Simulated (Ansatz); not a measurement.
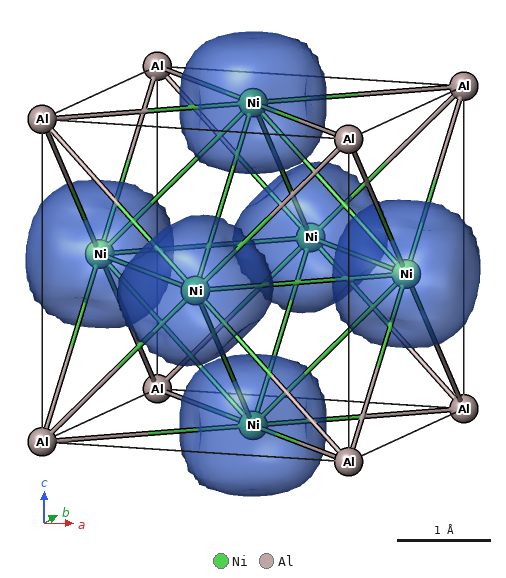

The picture shows: AlNi3. Isosurface of the spin density (up minus down) at +0.06 e/Å³ (blue), seen slightly off an axis. Sticks mark near contacts.

Space group Pm-3m; a structure from a database of computed crystals, not necessarily the ambient phase; computed pressure about 14 GPa in this cell; spin-polarised.

Computed with Kohn-Sham DFT of a periodic cell, PBE, Ansatz PAW (Ansatz).

The density is the valence pseudo-density of a PAW calculation; it isn't the true density close to the nuclei.

```yaml
crystal:
  lattice:
    - [3.52305, 0.00000, 0.00000]
    - [0.00000, 3.52305, 0.00000]
    - [0.00000, 0.00000, 3.52305]
  atoms:
    - { symbol: Ni, position: [0.50000, 0.50000, 0.00000] }
    - { symbol: Ni, position: [0.50000, 0.00000, 0.50000] }
    - { symbol: Ni, position: [0.00000, 0.50000, 0.50000] }
    - { symbol: Al, position: [0.00000, 0.00000, 0.00000] }
```

> Which atoms carry the moments, and with what signs?

The spin density sits on Ni: +0.9 μB (×3) in one cell of 4 atoms, with smaller moments on other sites: Al (up to +0.08 μB): parallel main moments (a ferromagnetic arrangement) in this solution. The cell of the calculation (4 atoms) carries 3.0 μB of net spin moment.
